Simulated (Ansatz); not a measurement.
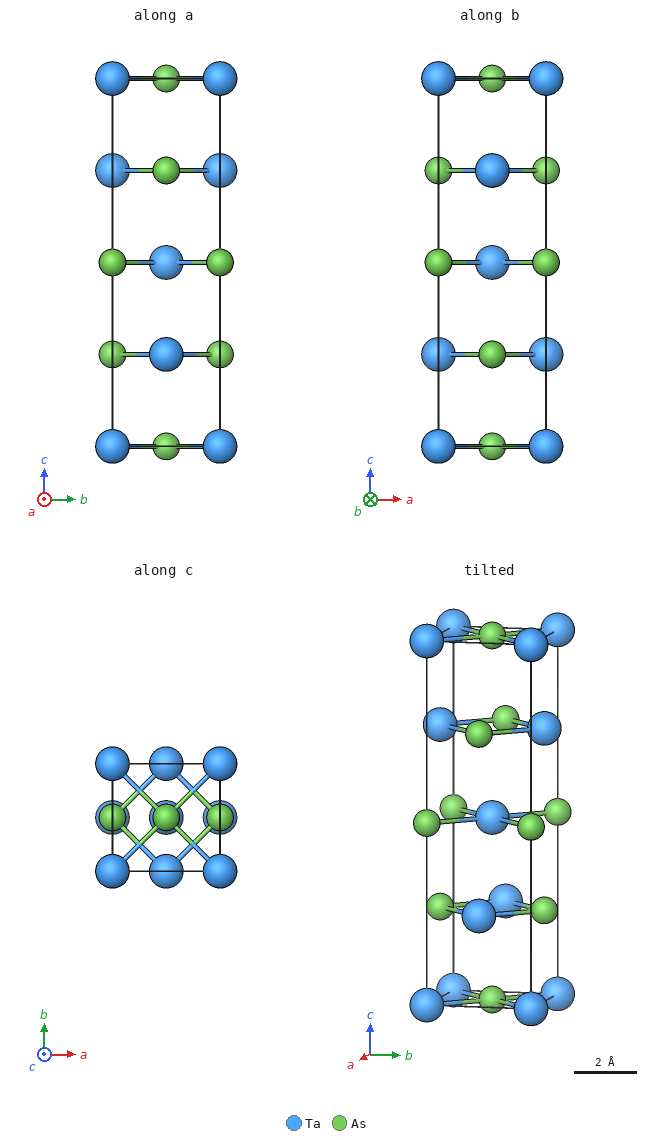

The crystal in a ball-and-stick representation, seen along the a axis, along the b axis, along the c axis and slightly off an axis. One conventional unit cell is framed, with atoms on its boundary repeated.

Lattice parameters: a = 3.496 Å, b = 3.496 Å, c = 11.958 Å, α = 90.00°, β = 90.00°, γ = 90.00°.

> Turn the picture into a table of Wyckoff sites.

Space group I4_1/amd:1 (No. 141).
```json
{"atom": "Ta", "site": "4a", "x": "0.0000", "y": "0.0000", "z": "0.0000"}
{"atom": "As", "site": "4b", "x": "0.5000", "y": "0.5000", "z": "0.0000"}
```

The structure is a generated cell, made by putting these elements into a known structure type (the compound may or may not exist in this form); no relaxation was done. A calculation with Ansatz used it as input.

At this level of theory the cell isn't at rest (compressed, at 7 GPa), so its distances can differ from those at equilibrium, the more so the softer the solid.
